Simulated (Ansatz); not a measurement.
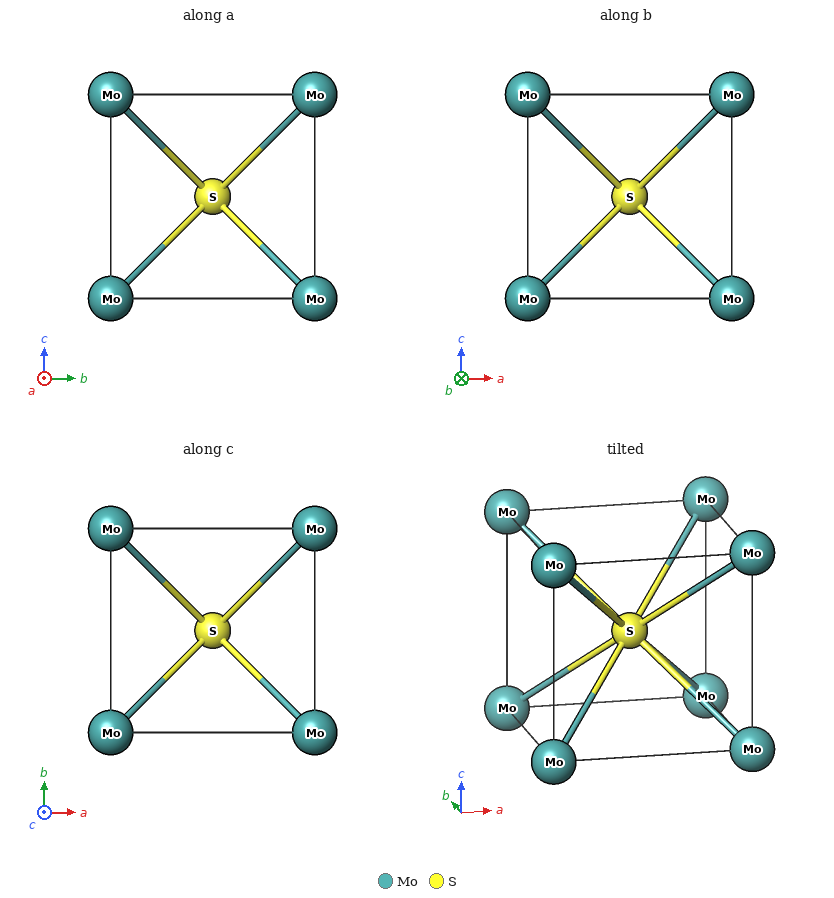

Structure drawing (ball-and-stick), viewed along the a axis, along the b axis, along the c axis and slightly off an axis. The wireframe shows the conventional unit cell.

Lattice parameters: a = 3.0720 Å, b = 3.0720 Å, c = 3.0720 Å, α = 90.000°, β = 90.000°, γ = 90.000°.

### Write the structure as a CIF with its space group and independent sites.

```cif
data_structure
_symmetry_space_group_name_H-M 'P m -3 m'
_symmetry_Int_Tables_number 221
_cell_length_a 3.0720
_cell_length_b 3.0720
_cell_length_c 3.0720
_cell_angle_alpha 90.000
_cell_angle_beta 90.000
_cell_angle_gamma 90.000
_cell_volume 28.99
loop_
_atom_site_label
_atom_site_type_symbol
_atom_site_symmetry_multiplicity
_atom_site_Wyckoff_symbol
_atom_site_fract_x
_atom_site_fract_y
_atom_site_fract_z
_atom_site_occupancy
Mo1 Mo 1 a 0.0000 0.0000 0.0000 1
S1 S 1 b 0.5000 0.5000 0.5000 1
```

The structure was taken from a structure type filled with these elements by a generator (whether the compound takes this form wasn't checked). Earlier steps of the study may have refined or changed the cell and positions. It went into a calculation with Ansatz.

At this level of theory the cell isn't at rest (stretched, at -8 GPa), so its distances can differ from those at equilibrium, the more so the softer the solid.
